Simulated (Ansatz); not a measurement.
System: Ti3Al.

```
CELL_PARAMETERS angstrom
4.05104 0.00000 0.00000
0.00000 4.05104 0.00000
0.00000 0.00000 4.05104
ATOMIC_POSITIONS crystal
Ti 0.00000 0.50000 0.00000
Ti 0.00000 0.00000 0.50000
Ti 0.50000 0.00000 0.00000
Al 0.50000 0.50000 0.50000
```

Space group Pm-3m; a structure generated by program, which may or may not match a known phase; computed without spin polarisation.

All numbers below come from DFT r2SCAN, scalar-relativistic, plane waves, PAW in Ansatz 0.2.0.

Question: What will maps of the valence pseudo-density and electron localisation function show?

Answer: Ti–Al (2.86 Å): ρ is about 0.2 e/Å³ halfway; the ELF is about 0.40 at the midpoint.
The ELF has a maximum of about 0.70 in the space between the atoms, 2.0 Å from six Ti atoms, on no atom or two-centre bond.
Bader's partition of the density gives Ti +0.45 and Al −1.36 e.

Question: Which way does charge flow, and how much by Bader's partition?

Answer: Electrons move from Ti towards Al. Bader charges: Ti +0.45 and Al −1.36 e.

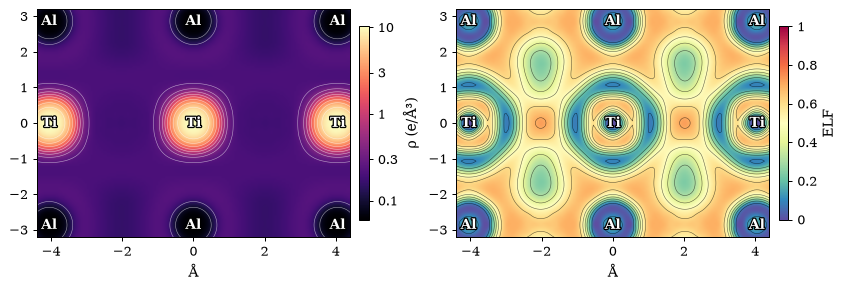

Computed valence pseudo-density and electron localisation function on the (110) plane of the conventional cell, in this order. 

The density is the valence pseudo-density of a PAW calculation; it isn't the true density close to the nuclei.
